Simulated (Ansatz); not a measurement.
**Run report: Ru, geometry relaxation (part 2 of 2)**

The same run, continued: Ru (P6₃/mmc, 2 atoms in the cell); DFT PBEsol, scalar-relativistic, plane waves, PAW, no spin polarisation (Ansatz 0.2.0); cutoff 420 eV, 24×24×12 k-mesh, Gaussian smearing of 0.1 eV. The structure derives from a Materials Project entry. It belongs to a series of runs on one base structure; here: biaxial strain in the a-b plane, c and atoms relaxed: +2.0 %.

Geometry of the input (Å; fractional positions):
```
2.7433  0.0000  0.0000
-1.3716  2.3757  0.0000
0.0000  0.0000  4.2009
Ru 0.3333  0.6667  0.2500
Ru 0.6667  0.3333  0.7500
```

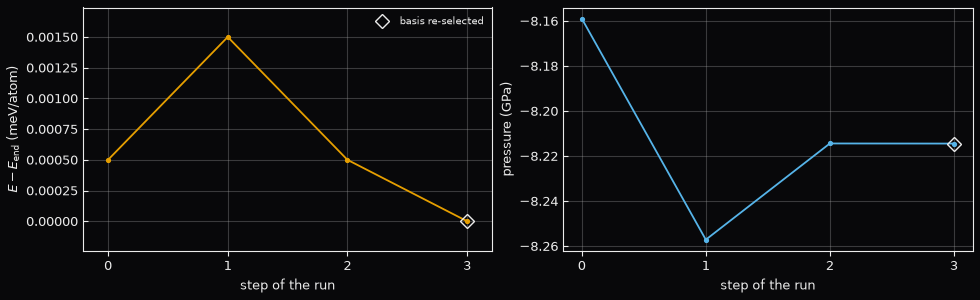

Fig. 1: Progress of the relaxation, step by step (the first geometry is step 0 here and step 1 in the log). The energy rises by next to nothing (0.0 meV per atom) in 2 geometry steps. All forces vanish by symmetry, so only the cell relaxes. Pressure: −8.16 GPa at the start and −8.21 GPa at the end. No atom moves by more than 0.005 Å. The cell stays as it was. The space group stays P6_3/mmc (No. 194). A last SCF at the same geometry on a re-selected plane-wave basis shifts the energy by next to nothing (0.0 meV per atom). (Atoms are counted from 1 in the order of the input.)

```
basis re-selected at this cell: Δ(F+E_penalty+E_count) = -1.008e-6 eV, ΔP = -0.000 GPa vs the last step (what re-selecting the basis moved, of the pressure what is left beyond the Pulay correction that the steps carried, after the strain that the cell walked since its last selection, with what the two solves' SCF thresholds leave and, on support functions, any second-order correction that the steps lacked; it is no measure of the basis error at this ecutwfc). This SCF's stress stands 1.93e-4 GPa from its target on what of the cell is left free (relax.cell.stress_tol is 1.50e-2 GPa) and its largest allowed force component is 3.24e-17 eV/Å (relax.f_tol is 8.00e-3 eV/Å): within both
SCF converged after 8 iterations
Free energy (F): -11632.970325 eV
Harris-Foulkes:  -11632.970325 eV  (|F-HF|=1.82e-12)
Internal energy: -11632.962046 eV  (E = F + TS)
E sigma→0 (E₀):  -11632.966185 eV
Entropy (-TS):   -0.008279 eV (-4.139 meV/atom)
Fermi energy:    23.154928 eV
--- Per-component energies (eV) ---
  E_band       = -117.334862
  E_kinetic    = 1027.227252
  E_local      = -2537.019329  (includes V_loc(G=0)·N_el)
  E_nonlocal   = 689.161980
  E_hartree    = 812.454547
  E_xc         = -378.782150
  E_vxc        = -477.142971  (∫ρ·V_xc dr)
  E_paw        = -6798.638628  (= ΣΔE_a)
  E_vpaw       = -444.470485  (= ΣTr[D̂ρ^β])
  E_aug_tail   = -0.000406  (compensation charges beyond the density's cutoff)
  E_ewald      = -4447.871905
  E_core_change = 0.506592  (= ΣΔE_core)
  E_smearing   = -0.008279  (= −TS)
  E_closure    = 0.000000  (closes the sum)
  Σ components = -11632.970325   (vs F -11632.970325, Δ=0.00e0)
--- Forces (eV/Å), atoms counted from 1 ---
  atom   1  Ru    -0.00000000     0.00000000     0.00000000
  atom   2  Ru     0.00000000    -0.00000000     0.00000000
  max |Σ_I F_I| component: 0.00e0 eV/Å
--- Stress (GPa, compression-positive) ---
      -12.321595       0.000000       0.000000
        0.000000     -12.321595      -0.000000
        0.000000      -0.000000      -0.000193
  P = ⅓ Tr σ = -8.2145 GPa (-82.145 kbar)
--- Band table (eV; the first three rows and the last of 427) ---
  k-point 0: bands = ["-49.9203", "-49.6949", "-20.4585", "-19.5395", "-19.5395", "-19.3420", "-19.3420", "-19.2594", "15.1295", "16.9281", "20.5221", "20.5221", "21.0381", "21.2760", "21.2760", "21.5128", "21.5128", "24.3118", "24.3118", "24.7441"]
  k-point 1: bands = ["-49.9165", "-49.6988", "-20.4390", "-19.5362", "-19.5362", "-19.3454", "-19.3454", "-19.2809", "15.2111", "16.9585", "20.4467", "20.4467", "20.9928", "21.2182", "21.2182", "21.6559", "21.6559", "24.3268", "24.3268", "24.4604"]
  k-point 2: bands = ["-49.9054", "-49.7102", "-20.3818", "-19.5264", "-19.5264", "-19.3553", "-19.3553", "-19.3437", "15.4496", "17.0435", "20.3078", "20.3078", "20.8664", "21.0629", "21.0629", "21.9931", "21.9931", "23.7356", "24.3502", "24.3502"]
  k-point 426: bands = ["-49.7065", "-49.7065", "-20.2075", "-20.2075", "-19.8964", "-19.8964", "-19.4505", "-19.4505", "18.4634", "18.4634", "19.0312", "19.0312", "20.4356", "20.4356", "21.9999", "21.9999", "24.2674", "24.2674", "31.3169", "31.3169"]
--- Relaxed structure (3 steps of the walk, 3 accepted, 1 SCFs on fresh bases) ---
  F+E_penalty+E_count = -11632.97032481 eV   max|allowed force component| = 3.238e-17 eV/Å   (the final SCF, on the basis selected at the relaxed cell)
  cell:  # Å, volume = 27.3831 Å³
    - [2.7432708254747653, -2.886752872320368e-11, -1.4607989997487663e-33]
    - [-1.3716354127123827, 2.3757422243362876, 1.7930742964801534e-33]
    - [-2.2370009134676524e-33, 1.8790807673128273e-33, 4.201602147384061]
  atoms:
    - { symbol: Ru, position: [0.3333333333333333, 0.6666666666666666, 0.24999999999999997] }
    - { symbol: Ru, position: [0.6666666666666666, 0.3333333333333333, 0.75] }
```

Trajectory as extended XYZ (Å, eV, eV/Å), 4 frames, from step=1 to step=4
```
2
Lattice="2.7433 0.0000 0.0000 -1.3716 2.3757 0.0000 0.0000 0.0000 4.2009" Properties=species:S:1:pos:R:3:forces:R:3 step=1 energy=-11632.97032 pressure_GPa=-8.16
Ru    0.0000    1.5838    1.0502    0.0000   0.0000   0.0000
Ru    1.3716    0.7919    3.1507    0.0000   0.0000   0.0000
2
Lattice="2.7433 0.0000 0.0000 -1.3716 2.3757 0.0000 0.0000 0.0000 4.2021" Properties=species:S:1:pos:R:3:forces:R:3 step=2 energy=-11632.97032 pressure_GPa=-8.26
Ru    0.0000    1.5838    1.0505    0.0000   0.0000   0.0000
Ru    1.3716    0.7919    3.1516    0.0000   0.0000   0.0000
2
Lattice="2.7433 0.0000 0.0000 -1.3716 2.3757 0.0000 0.0000 0.0000 4.2016" Properties=species:S:1:pos:R:3:forces:R:3 step=3 energy=-11632.97032 pressure_GPa=-8.21
Ru    0.0000    1.5838    1.0504    0.0000   0.0000   0.0000
Ru    1.3716    0.7919    3.1512    0.0000   0.0000   0.0000
2
Lattice="2.7433 0.0000 0.0000 -1.3716 2.3757 0.0000 0.0000 0.0000 4.2016" Properties=species:S:1:pos:R:3:forces:R:3 step=4 energy=-11632.97033 pressure_GPa=-8.21
Ru    0.0000    1.5838    1.0504    0.0000   0.0000   0.0000
Ru    1.3716    0.7919    3.1512    0.0000   0.0000   0.0000
```

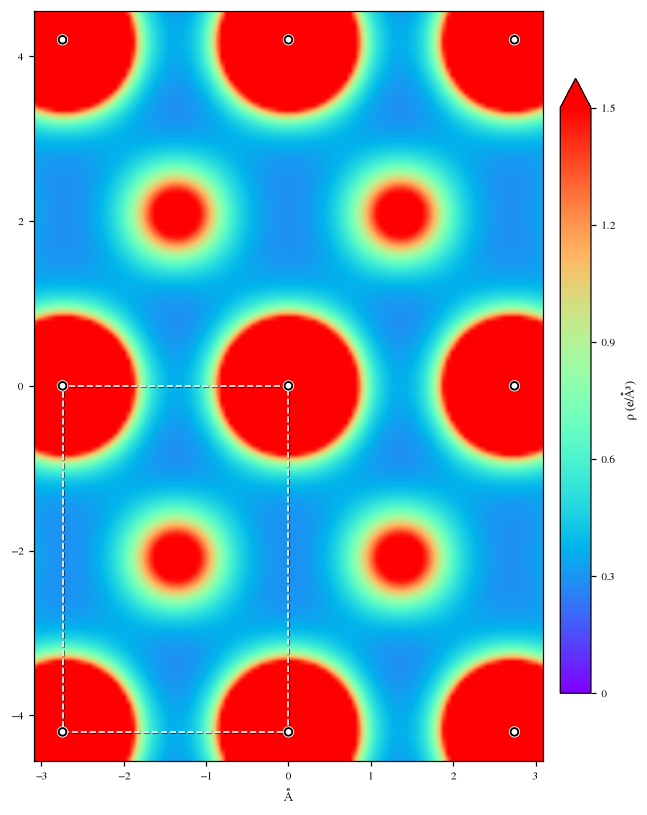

Fig. 2: Valence charge density (pseudo) on the (100) plane of the conventional cell. Circles mark the nuclei in the plane (Ru). Ru–Ru (2.74 Å): the density is about 0.37 e/Å³ at the midpoint. Away from the nuclei the density in this plane falls to 0.29 e/Å³ at its lowest. The fields are those of the smooth PAW valence density.

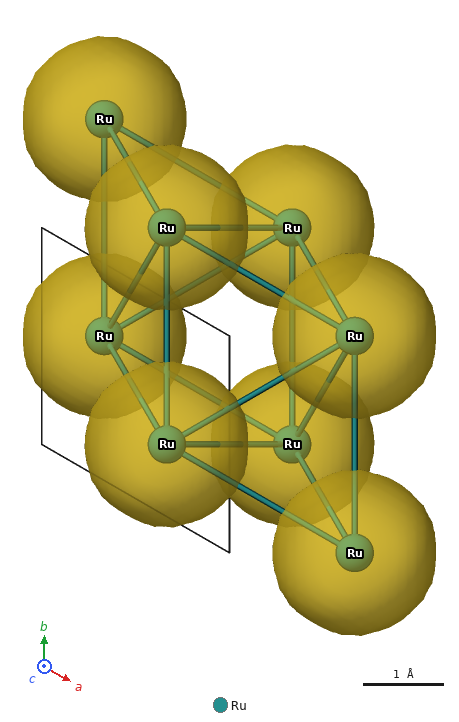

Fig. 3: Isosurface of the valence charge density (pseudo) at 0.6 e/Å³ (yellow), seen along the c axis. Sticks mark near contacts. The outline is the cell set on symmetry axes. At this value the density breaks into separate islands; it holds about 80 % of the electrons treated as valence (semicore included). It is pinched off along the Ru–Ru (2.63 Å) and Ru–Ru (2.74 Å) contacts. On the grid the lowest density along these lines, outside the cores, is 0.44 e/Å³ (Ru–Ru, 2.63 Å) and 0.37 e/Å³ (Ru–Ru, 2.74 Å).

Key numbers

| quantity | value |
| --- | --- |
| outcome | converged |
| space group (tolerance 0.01 Å) | P6₃/mmc (194) |
| electrons treated | 32 |
| free energy | −11632.9703 eV |
| Fermi energy | 23.155 eV |
| gap on the k-point mesh | none (metallic) |
| pressure | −8.21 GPa |
| final volume | 27.38 Å³ |
| largest force (length of the vector) at the end | under 0.001 eV/Å |
| final cell | a = 2.743 Å, b = 2.743 Å, c = 4.202 Å, α = 90.00°, β = 90.00°, γ = 120.00° |
| wall time | 45 s |
| peak memory | 0.56 GiB |
